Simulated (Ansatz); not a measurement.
**Optical response of AlN**

What colour and refractive index does AlN have at this level of theory? The cell comes from an older database entry, whose edges can differ from later determinations, mostly by under a per cent.

Method: DFT, PBE, plane-wave PAW, default files, scalar-relativistic, independent-particle optical response without local fields, in Ansatz 0.2.0.

The database entry behind the starting cell differs from later determinations by our own check (inner coordinate u about 0.002 short), so it need not match the best structure at ambient conditions.

## 1. The structure

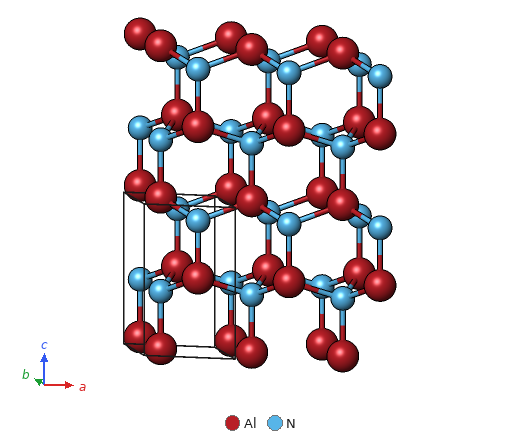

The starting structure, seen slightly off an axis (aluminium red, nitrogen blue). 3×2×2 cells are drawn. Some periodic images of atoms are drawn too.

## 2. Ground state and bands

The self-consistent density comes first; it also tells whether there is a gap, which decides the occupations and the need for a Drude term.

This step: DFT, PBE, plane-wave PAW, default files, scalar-relativistic, ground state (Ansatz 0.2.0).

The input, input.yaml:

```yaml
crystal:
  lattice:
    - [3.113, 0.0, 0.0]
    - [-1.5565, 2.695937082, 0.0]
    - [0.0, 0.0, 4.981]
  atoms:
    - { symbol: Al, position: [0.6666666667, 0.3333333333, 0.5] }
    - { symbol: Al, position: [0.3333333333, 0.6666666667, 0.0] }
    - { symbol: "N", position: [0.6666666667, 0.3333333333, 0.88] }
    - { symbol: "N", position: [0.3333333333, 0.6666666667, 0.38] }
kpoints:
  mp_grid: { grid: [9, 9, 5] }
  band_path:
    path:
      - [[0.0, 0.0, 0.0], [0.5, 0.0, 0.0], [0.33333333, 0.33333333, 0.0], [0.0, 0.0, 0.0], [0.0, 0.0, 0.5], [0.5, 0.0, 0.5], [0.33333333, 0.33333333, 0.5], [0.0, 0.0, 0.5]]
      - [[0.5, 0.0, 0.5], [0.5, 0.0, 0.0]]
      - [[0.33333333, 0.33333333, 0.0], [0.33333333, 0.33333333, 0.5]]
    npoints: 5
scf:
  occupations: { method: fermi_dirac, width: 0.05 }
  n_extra_bands: 8
hamiltonian:
  xc: pbe
  pseudopotentials: { kind: paw }
output:
  forces: true
  stress: true
  populations: true
  write_bands: true
```

On the command line:

```sh
> ansatz run input.yaml --threads 4 --pin off --max-ram 8192MiB --backend cpu --events-out ev --progress --plain --runs-dir out
```

Numbers of over 12 decimals in the logs are rounded to 6 here.

The program printed:

```text
scf.n_extra_bands = 8 over 8 filled bands (N_el = 16.0): the run solves 16 bands
Engine: ansatz 0.2.0, x86_64-unknown-linux-gnu
Pseudopotentials: kind: paw
Pseudopotential: Al, paw, valence charge 3, recommended cutoff 420 eV (normal), Al.paw.azcp
Pseudopotential: N, paw, valence charge 5, recommended cutoff 420 eV (normal), N.paw.azcp
Functional definition: PBE
  parameter kappa = 0.804
  parameter beta = 0.066725
  exchange = pbe_x(kappa = kappa, mu = beta*pi^2/3)
  correlation = pbe_c(beta = beta)
Crystal: 4 atoms, lattice volume = 41.803 Å³
Basis set: ecut = 420 eV, 809 PW (Γ), exchange–correlation on 48×48×72 points (8 copies of the dense FFT grid, shifted against one another)
Bands: 16, of which v1, the nominal top of the filled ones, is band 8 counted from 1 (7 counted from 0)
Symmetry: 12 space group operations
Space group: P63mc (ITA 186), of the structure as read, at distance tolerance 3.5e-5 Å
k-points: 36 of 405 (time reversal used)
Non-local potential: Al, projectors of the file, l = 0: 2, l = 1: 2, l = 2: 1
Non-local potential: N, projectors of the file, l = 0: 2, l = 1: 2, l = 2: 1
PAW form: soft (Blöchl's): semilocal exchange-correlation on the pseudo side does not see the compensation charge
PAW one-centre angular grid: Al, 110 points (default); XC on 64 Gauss nodes
PAW one-centre angular grid: N, 110 points (default); XC on 64 Gauss nodes
Initial density: superposition of atomic densities (neutral atoms: chi_scale 0, normalization atom), corrected by the library's trained network
Initial wavefunctions: pseudopotential atomic-orbital guess
Functional: x = pbe(κ = 0.804, μ = 0.219515), c = pbe(β = 0.066725)
SCF iter   1: F=—  HF=-1848.497702 eV  |F-HF|=—  |Δ(HF+E_count)|=         —  Δρ=8.34e-4  dr2=1.47e-4  ethr=1.77e-3  ⟨swp⟩=5.5  Hψ=3340  notcnv=0  defer=10
preconditioner: auto → none  [insulator: Δε(μ)=4.209 eV  Ē_g=15.377 eV  σ=0.050 eV  W_gap=1.00  n_scr=2 (ndim 8)  ℏωp=23.0 eV  f_vac=0.000  D(μ)=0.00/eV (n_scr^D=0)  ε∞_Penn≈3.2]
SCF iter   2: F=—  HF=-1848.497987 eV  |F-HF|=—  |Δ(HF+E_count)|=   2.85e-4  Δρ=4.08e-4  dr2=2.59e-5  ethr=9.19e-7  ⟨swp⟩=2.3  Hψ=1077  notcnv=0  defer=31
SCF iter   3: F=—  HF=-1848.497843 eV  |F-HF|=—  |Δ(HF+E_count)|=   1.44e-4  Δρ=4.89e-5  dr2=3.63e-7  ethr=1.62e-7  ⟨swp⟩=2.0  Hψ=739  notcnv=0  defer=31
iter 4 did not close the SCF: its close was put off for the readings that it lacked (scf_convergence_deferred on its scf_iter line)
SCF iter   4: F=-1848.497844 eV  HF=-1848.497844 eV  |F-HF|=1.02e-8  |Δ(HF+E_count)|=   8.69e-7  Δρ=8.71e-6  dr2=1.48e-8  ethr=2.27e-9  ⟨swp⟩=2.6  Hψ=789  notcnv=0  defer=31
iter 5 did not close the SCF: its close was put off for the readings that it lacked (scf_convergence_deferred on its scf_iter line)
SCF iter   5: F=-1848.497844 eV  HF=-1848.497844 eV  |F-HF|=2.18e-11  |Δ(HF+E_count)|=   1.19e-8  Δρ=1.68e-6  dr2=5.37e-10  ethr=9.25e-11  ⟨swp⟩=2.9  Hψ=819  notcnv=0  defer=31
SCF iter   6: F=-1848.497844 eV  HF=-1848.497844 eV  |F-HF|=5.23e-12  |Δ(HF+E_count)|=  4.23e-11  Δρ=3.00e-7  dr2=1.39e-11  ethr=3.36e-12  ⟨swp⟩=4.5  Hψ=2633  notcnv=0
SCF 1 converged in 6 iterations: F = -1848.497844 eV  dr2 = 1.39e-11
  greatest PAW one-centre occupation: 0.788 electrons in one spin orbital (limit 2), on the N atom at site 3 (counted from 0), in its partial waves of l = 0
NSCF: frozen V_eff on 48 k-points
SCF converged after 6 iterations
Free energy (F): -1848.497844 eV
Harris-Foulkes:  -1848.497844 eV  (|F-HF|=5.23e-12)
Internal energy: -1848.497844 eV  (E = F + TS)
E sigma→0 (E₀):  -1848.497844 eV
Fermi energy:    9.251667 eV
--- Per-component energies (eV) ---
  E_band       = 30.375236
  E_kinetic    = 318.952908
  E_local      = -448.270151  (includes V_loc(G=0)·N_el)
  E_nonlocal   = 110.844904
  E_hartree    = 155.685483
  E_xc         = -203.725790
  E_vxc        = -215.995077  (∫ρ·V_xc dr)
  E_paw        = -1190.322121  (= ΣΔE_a)
  E_vpaw       = -46.528524  (= ΣTr[D̂ρ^β])
  E_aug_tail   = 0.000194  (compensation charges beyond the density's cutoff)
  E_ewald      = -591.663270
  E_smearing   = -0.000000  (= −TS)
  E_closure    = -0.000000  (closes the sum)
  Σ components = -1848.497844   (vs F -1848.497844, Δ=0.00e0)
--- Forces (eV/Å), atoms counted from 1 ---
  atom   1  Al     0.00000000     0.00000000    -0.12922101
  atom   2  Al     0.00000000    -0.00000000    -0.12922101
  atom   3  N     -0.00000000    -0.00000000     0.12919927
  atom   4  N     -0.00000000     0.00000000     0.12919927
  max |Σ_I F_I| component: 4.35e-5 eV/Å
--- Stress (GPa, compression-positive) ---
        3.195958       0.000000      -0.000000
       -0.000000       3.195958       0.000000
       -0.000000       0.000000       4.778918
  P = ⅓ Tr σ = 3.7236 GPa (37.236 kbar)
--- Band table (eV; the first three rows and the last of 36) ---
  k-point 0: bands = [... 4 lower, 6.2906, 6.9399, 6.9399, 7.1196, 11.3323, 13.7884, 17.7301, 18.2932, ... 4 higher]
  k-point 1: bands = [... 4 lower, 6.3493, 6.3493, 6.8744, 6.8744, 12.0017, 13.8769, 17.4953, 18.2559, ... 4 higher]
  k-point 2: bands = [... 4 lower, 6.5062, 6.5062, 6.7067, 6.7067, 13.1399, 13.8473, 17.2791, 17.9078, ... 4 higher]
  k-point 35: bands = [... 4 lower, 2.9748, 3.6657, 6.2170, 6.2170, 13.9736, 14.9858, 15.1389, 15.1389, ... 4 higher]
--- Löwdin populations: 4 sites ---
  site symbol       q [e]
     0     Al      1.9021
     1     Al      1.9021
     2      N      6.0339
     3      N      6.0339
  spilling = 0.007989 (of n_electrons = 16.000000)
```

The job ended after 4.3 s (4 threads of AMD EPYC (Zen 3), shared host; peak memory 0.35 GiB).

This step gave:

| Quantity | Value |
| --- | --- |
| free energy | -1848.4978 eV |
| Fermi energy | 9.252 eV |
| gap by band count | 4.213 eV |
| electrons | 16 |
| symmetry operations | 12 |
| pressure | 3.724 GPa |
| gap on the k-mesh | 4.213 eV |
| volume | 41.80 Å³ |
| gap on the path | 4.213 eV |
| least direct gap on the path | 4.213 eV |

There is a gap, 4.21 eV on the path, so no carriers' term is needed. The cell is left with a pressure of 3.7 GPa and forces up to 0.13 eV/Å, as it stands unrelaxed at this level.

The electronic bands at the labelled points (eV, zero at the Fermi level; v1 is the highest filled band, c1 the lowest empty one):

```
    point     v4     v3     v2     v1    c1    c2    c3    c4
        Γ  -2.96  -2.31  -2.31  -2.13  2.08  4.54  8.48  9.04
        M  -5.45  -4.19  -3.89  -2.79  3.69  3.70  6.07  8.16
        K  -5.88  -4.54  -4.50  -4.50  2.94  6.23  7.56  7.56
        Γ  -2.96  -2.31  -2.31  -2.13  2.08  4.54  8.48  9.04
        A  -2.65  -2.65  -2.65  -2.65  4.33  4.33  8.22  8.22
        L  -3.56  -3.56  -3.48  -3.48  3.20  3.20  7.17  7.17
        H  -5.95  -5.95  -2.91  -2.91  5.30  5.30  5.74  5.74
        A  -2.65  -2.65  -2.65  -2.65  4.33  4.33  8.22  8.22
jump to L  -3.56  -3.56  -3.48  -3.48  3.20  3.20  7.17  7.17
        M  -5.45  -4.19  -3.89  -2.79  3.69  3.70  6.07  8.16
jump to K  -5.88  -4.54  -4.50  -4.50  2.94  6.23  7.56  7.56
        H  -5.95  -5.95  -2.91  -2.91  5.30  5.30  5.74  5.74
```

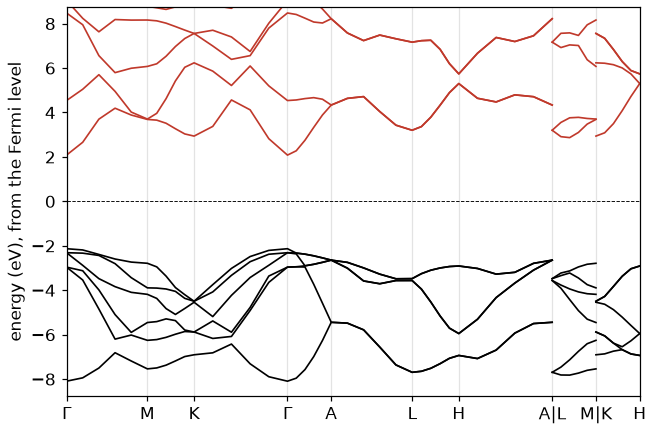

Electronic bands along the path; lines of filled and empty bands in two colours.

## 3. Spectrum

The spectrum is a sum over vertical transitions between filled and empty bands at the fixed density, so many empty bands are needed.

This step: DFT, PBE, plane-wave PAW, default files, scalar-relativistic, independent-particle optical response without local fields (Ansatz 0.2.0).

input.yaml, the sections that differ from step 2:

```yaml
kpoints:
  mp_grid: { grid: [9, 9, 5] }
scf:
  occupations: { method: fixed }
output:
  optics:
    e_range: [0, 14]
    de: 0.05
    sigma: 0.1
    nscf_kmesh: { grid: [9, 9, 5] }
    bands: { spectra_wanted_up_to: 14 }
# crystal, hamiltonian: as in step 2
```

The program printed:

```text
[...]
Crystal: 4 atoms, lattice volume = 41.803 Å³
Basis set: ecut = 420 eV, 809 PW (Γ)
Bands: 12, of which v1, the nominal top of the filled ones, is band 8 counted from 1 (7 counted from 0)
[... 1 set-up line as in the run before ...]
[...]
k-points: 36 of 405 (time reversal used)
[...]
SCF iter   1: F=—  HF=-1848.497696 eV  |F-HF|=—  |Δ(HF+E_count)|=         —  Δρ=8.37e-4  dr2=1.47e-4  ethr=1.77e-3  ⟨swp⟩=4.9  Hψ=2386  notcnv=0  defer=64
[...]
SCF iter   7: F=-1848.498044 eV  HF=-1848.498044 eV  |F-HF|=2.27e-13  |Δ(HF+E_count)|=  3.59e-11  Δρ=5.77e-8  dr2=7.96e-13  ethr=1.00e-12  ⟨swp⟩=3.1  Hψ=1542  notcnv=0
SCF 1 converged in 7 iterations: F = -1848.498044 eV  dr2 = 7.96e-13
[...]
NSCF: frozen V_eff on 36 k-points
[...]
output.optics: what the bands over the 24 summed would add to eps1, eps2 and the energy-loss function is held between a lower and an upper bound (6 Lanczos steps). eps1, eps2 and their loss function (loss_summed_bands) are given on every row as the summed bands alone make them. Along an axis, on a row where the two bounds hold the loss function to about 1 % of the greater of itself and 0.5 % of |1/eps|, its cell (loss_completed) is given, with the completed eps1 and eps2 that it is formed of (a cell that is left empty reads nan in the table and null in the record). The two bounds hold it so along every axis on all 281 rows up to 14.000 eV. [rest of the remark cut]
SCF converged after 7 iterations
Free energy (F): -1848.498044 eV
[...]
Internal energy: -1848.498044 eV  (E = F + TS)
E sigma→0 (E₀):  -1848.498044 eV
Fermi energy:    7.119479 eV
[...]
--- Band table (eV; the first three rows and the last of 36) ---
  k-point 0: bands = [... 4 lower, 6.2905, 6.9399, 6.9399, 7.1195, 11.3324, 13.7884, 17.7301, 18.2932]
  k-point 1: bands = [... 4 lower, 6.3493, 6.3493, 6.8744, 6.8744, 12.0017, 13.8769, 17.4953, 18.2558]
  k-point 2: bands = [... 4 lower, 6.5062, 6.5062, 6.7067, 6.7067, 13.1399, 13.8473, 17.2791, 17.9078]
  k-point 35: bands = [... 4 lower, 2.9747, 3.6657, 6.2170, 6.2170, 13.9736, 14.9858, 15.1389, 15.1389]
```

It took 33 s on 4 threads; peak memory 0.56 GiB; 1.8 min of CPU time.

Numbers from this step:

* electronic dielectric constant ε∞, mean over x, y and z (by symmetry where fewer were run): 4.651
* absorption onset, first axis (α over 10⁴ cm⁻¹, or the direct gap if that lies higher): 4.380 eV
* main peak of Im epsilon, first axis: 7.958 eV
* least direct gap on the mesh: 4.213 eV
* bands summed: 24
* spectra valid up to: 20.41 eV
* program's estimate of the k-sum error in Im epsilon: 0.06 %
* electrons in the f-sum: 11.42

The Im ε has structure finer than the step of the table below, so its rows give means over 1 eV, whole bins alone (the curve runs from 0 to 14 eV). Peaks (eV: height): E ∥ x or y 8.0: 10.0, 10.8: 7.47, 11.8: 6.01; E ∥ z 6.7: 10.2, 7.5: 10.1, 9.9: 7.65, 10.6: 6.34, 11.8: 7.90.

Table of Im ε by photon energy; means over each step:

```
photon energy (eV)  E ∥ x or y  E ∥ z
                 3           0      0
                 4      0.0333  0.114
                 5       0.777  0.884
                 6        2.27   3.82
                 7        6.69   9.43
                 8        8.57   5.68
                 9        5.43   4.34
                10        4.37   6.13
                11        5.48   4.54
                12        5.56   6.03
                13        4.57   4.11
```

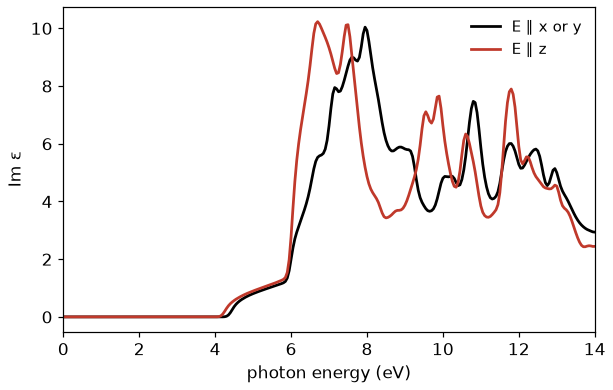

Im ε, plotted against photon energy.

The Re ε by photon energy:

```
photon energy (eV)  E ∥ x or y   E ∥ z
                 0        4.59    4.77
                 1        4.64    4.83
                 2        4.80    5.02
                 3        5.12    5.39
                 4        5.78    6.23
                 5        6.77    7.31
                 6        9.16    11.9
                 7        8.79    4.43
                 8        2.51  0.0668
                 9        1.05    3.43
                10        2.28  -0.130
                11      -0.837  -0.395
                12      -0.322   -1.68
                13       -1.91   -2.04
                14       -1.86   -1.53
```

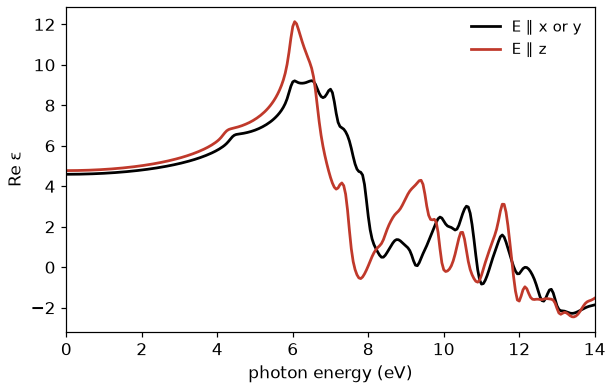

Re ε, plotted against photon energy.

The refractive index n and extinction k by photon energy:

```
photon energy (eV)  n, E ∥ x or y  k, E ∥ x or y  n, E ∥ z  k, E ∥ z
                 0           2.14              0      2.18         0
                 1           2.15              0      2.20         0
                 2           2.19              0      2.24         0
                 3           2.26              0      2.32         0
                 4           2.40              0      2.50    3.4e-5
                 5           2.61          0.155      2.71     0.166
                 6           3.04          0.327      3.47     0.400
                 7           3.15           1.05      2.72      1.72
                 8           2.52           1.97      1.57      1.55
                 9           1.87           1.56      2.07     0.933
                10           1.95           1.23      1.80      1.84
                11           1.60           1.84      1.32      1.46
                12           1.58           1.68      1.49      1.98
                13           1.31           1.91      1.21      1.87
                14          0.899           1.63     0.822      1.49
```

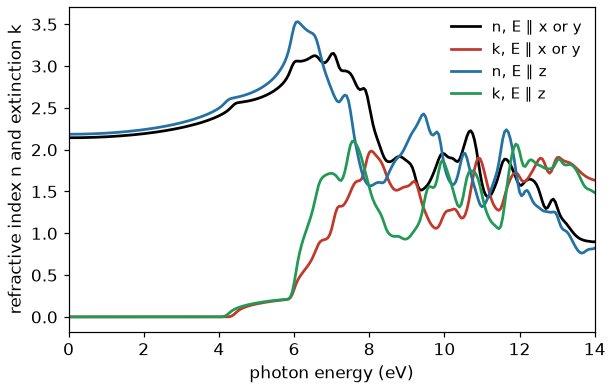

Refractive index n and extinction k against photon energy.

The loss function −Im 1/ε at q → 0 has structure finer than the step of the table below, so its rows give means over 0.5 eV, whole bins alone (the curve runs from 0 to 14 eV). Peaks (eV: height): E ∥ x or y 9.50: 0.247, 11.25: 0.242; E ∥ z 8.40: 0.243, 10.30: 0.217, 11.10: 0.284.

Loss function −Im 1/ε at q → 0 against energy loss; means over each step:

```
energy loss (eV)  E ∥ x or y   E ∥ z
             3.5           0       0
             4.0      1.1e-5  5.4e-4
             4.5     0.00750  0.0111
             5.0      0.0171  0.0164
             5.5      0.0188  0.0162
             6.0      0.0244  0.0221
             6.5      0.0439  0.0522
             7.0      0.0589  0.0865
             7.5      0.0778   0.104
             8.0      0.0994   0.197
             8.5       0.154   0.217
             9.0       0.168   0.147
             9.5       0.231   0.120
            10.0       0.178   0.157
            10.5       0.158   0.179
            11.0       0.175   0.242
            11.5       0.200   0.177
            12.0       0.181   0.154
            12.5       0.177   0.187
            13.0       0.186   0.193
            13.5       0.205   0.214
```

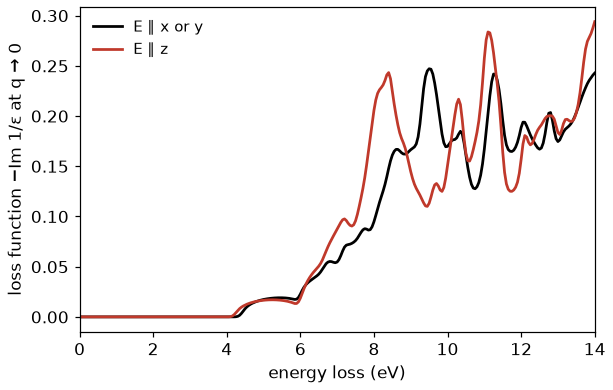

Loss function −Im 1/ε at q → 0 against energy loss.

The reflectivity at normal incidence has structure finer than the step of the table below, so its rows give means over 0.5 eV, whole bins alone (the curve runs from 0 to 14 eV). Peaks (eV: height): E ∥ x or y 8.05: 38.1, 10.95: 37.4, 12.60: 40.2, 13.50: 45.0; E ∥ z 7.60: 39.9, 9.95: 36.2, 10.80: 34.6, 11.95: 41.6, 13.55: 48.6.

Table of reflectivity at normal incidence by photon energy; means over each step:

```
photon energy (eV)  E ∥ x or y (%)  E ∥ z (%)
               0.5            13.3       13.9
               1.0            13.4       14.0
               1.5            13.6       14.3
               2.0            13.9       14.6
               2.5            14.4       15.2
               3.0            15.0       15.9
               3.5            15.8       16.8
               4.0            17.1       18.4
               4.5            19.1       20.2
               5.0            20.0       21.4
               5.5            21.6       23.8
               6.0            25.5       30.4
               6.5            28.5       35.2
               7.0            31.0       35.0
               7.5            33.3       37.7
               8.0            36.6       30.6
               8.5            32.1       19.5
               9.0            30.1       20.2
               9.5            23.8       28.3
              10.0            22.8       33.4
              10.5            25.3       29.1
              11.0            34.1       28.8
              11.5            26.4       24.1
              12.0            32.7       38.7
              12.5            37.3       39.3
              13.0            40.5       42.0
              13.5            44.6       46.9
```

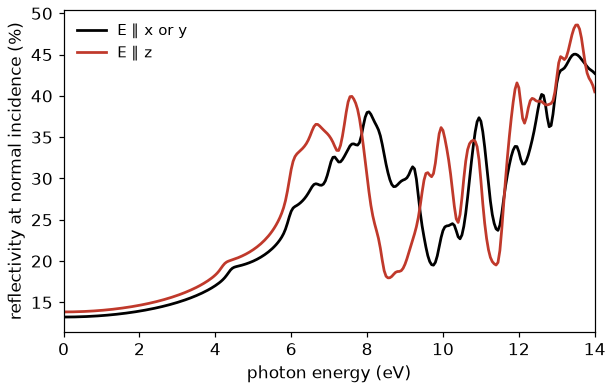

Reflectivity at normal incidence, plotted against photon energy.

From ε follow the optical constants at some laser and lamp lines:

```
wavelength (nm)  n xy   k xy  R (%) xy     1/α xy   n z    k z  R (%) z      1/α z
           1550  2.15  0.000      13.3  over 1 mm  2.19  0.000     14.0  over 1 mm
           1064  2.16  0.000      13.4  over 1 mm  2.20  0.000     14.1  over 1 mm
            800  2.17  0.000      13.6  over 1 mm  2.22  0.000     14.3  over 1 mm
            633  2.19  0.000      13.9  over 1 mm  2.24  0.000     14.6  over 1 mm
            405  2.27  0.000      15.1  over 1 mm  2.33  0.000     15.9  over 1 mm
            365  2.31  0.000      15.6  over 1 mm  2.37  0.000     16.6  over 1 mm
            193  3.10  0.651      28.0      24 nm  3.41  1.167     34.4      13 nm
```

Rows near the edge hang on the gap, which this functional as a rule makes too small, and phonon-assisted absorption is left out.

A film 1 µm thick would pass 75 % of daylight and look colourless, dimmed by reflection in transmission (x = 0.314, y = 0.330).

At 1064 nm the birefringence n(z) − n(x) is +0.044: the crystal is uniaxial positive at this level.

The f-sum over the summed bands holds 11.4 of the cell's 16 electrons outside the frozen cores, 4 of which lie in bands more than 12 eV below the Fermi level, whose transitions come at higher energies. Up to 14 eV the strength has a mean oscillator energy of 9.3 eV, close to the main peak.

## 4. What came out

| Property | Result |
| --- | --- |
| gap on the path | 4.21 eV |
| least direct gap on the path | 4.21 eV |
| electronic dielectric constant ε∞, mean over x, y and z (by symmetry where fewer were run) (independent particles) | 4.65 |
| absorption onset, first axis (α over 10⁴ cm⁻¹, or the direct gap if that lies higher) | 4.38 eV |
| main peak of Im epsilon, first axis | 7.96 eV |

What this shows: At this level (PBE, independent particles) AlN has a mean ε∞ = 4.65 and n = 2.15 at 1550 nm (E ∥ x); absorption sets in near 4.4 eV, and Im ε peaks at 8.0 eV (E ∥ x). The gap on the path is direct, 4.21 eV. The absorption coefficient passes 10⁴ cm⁻¹ at 4.38 eV, in the ultraviolet, so the visible is passed. Distinct maxima of Im ε, read by a parabola through the highest points, lie at 7.96 eV (10), 10.82 eV (7.5), 11.78 eV (6.0) and 12.44 eV (5.8) for E ∥ x or y. The static values by axis are 4.59 (xy), 4.77 (z). The f-sum over the summed bands holds 11.4 of the cell's 16 electrons outside the frozen cores, 4 of which lie in bands more than 12 eV below the Fermi level, whose transitions come at higher energies. Up to 14 eV the strength has a mean oscillator energy of 9.3 eV, close to the main peak. A film 1 µm thick would pass 75 % of daylight and look colourless, dimmed by reflection in transmission (x = 0.314, y = 0.330). At 1064 nm the birefringence n(z) − n(x) is +0.044: the crystal is uniaxial positive at this level. Excitons and phonon-assisted transitions are missing, and so are local fields; PBE gaps are as a rule too small, which pulls the onset down and ε∞ up. In the base run ε includes the program's bounded estimate of what the bands above those summed add.

[Logs are printed without paths, hosts, clocks, repeated set-up lines and the standing remarks that a program may print on its own settings, such as how far it seeks lower states.]

[Hosts, paths, dates, database ids (printed as entryN), source tags and the programs' standing remarks are cut or masked in the printed files.]
